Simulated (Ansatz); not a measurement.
# Si (slab): what the fields show

```
CELL_PARAMETERS angstrom
3.86771 0.00000 0.00000
0.00000 3.86771 0.00000
0.00000 0.00000 28.67441
ATOMIC_POSITIONS crystal
Si 0.00000 0.00000 0.26156
Si 0.50000 0.00000 0.30925
Si 0.50000 0.50000 0.35693
Si 0.00000 0.50000 0.40462
Si 0.00000 0.00000 0.45231
Si 0.50000 0.00000 0.50000
Si 0.50000 0.50000 0.54769
Si 0.00000 0.50000 0.59538
Si 0.00000 0.00000 0.64307
Si 0.50000 0.00000 0.69075
Si 0.50000 0.50000 0.73844
```

Changed on purpose from its base cell (repeats removed: -1).

Level of theory: DFT PBE, scalar-relativistic, plane waves, PAW in Ansatz.

Core electrons are frozen (PAW), and the valence fields are smoothed inside the atomic spheres.

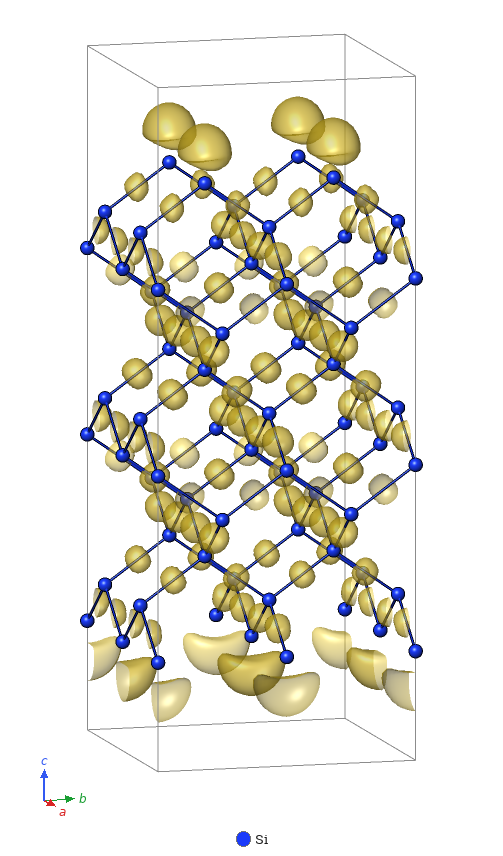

Figure 1. Isosurface of the ELF at 0.9 (yellow), seen slightly off an axis. Only the valence region is drawn (cores and ρ < 0.01 e/Å³ removed). Sticks mark near contacts.

What do the ELF domains correspond to?

Answer. At this value the surface marks out 20 regions between bonded Si–Si atoms and two lobes on Si, pointing away from the bonds (lone pairs), counted in one cell of 11 atoms. Counts are for one cell; the picture repeats the cell along the surface. Profiles from the grid: Si–Si (2.37 Å): the ELF peaks at about 0.95 between the atoms.

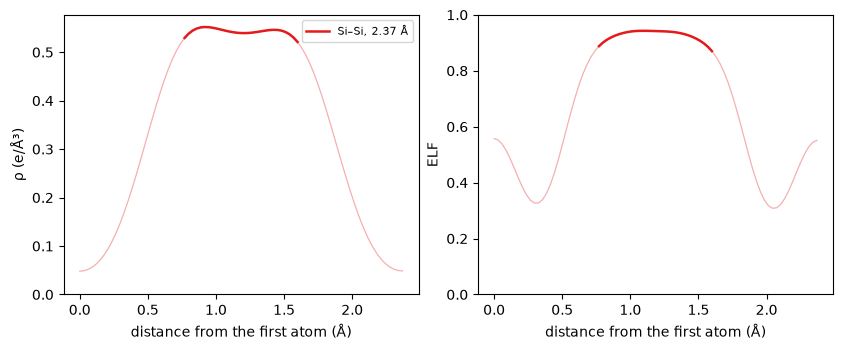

Figure 2. Valence charge density (pseudo) and ELF along straight lines between neighbouring atoms. Thin, pale parts lie inside the atomic spheres.

What can be read from the curves?

Answer. Si–Si (2.37 Å): ρ is about 0.54 e/Å³ halfway; the ELF peaks at about 0.95 between the atoms.

Metal or insulator at this level of theory?

Answer. It is gapless in this calculation (a metal or semimetal).
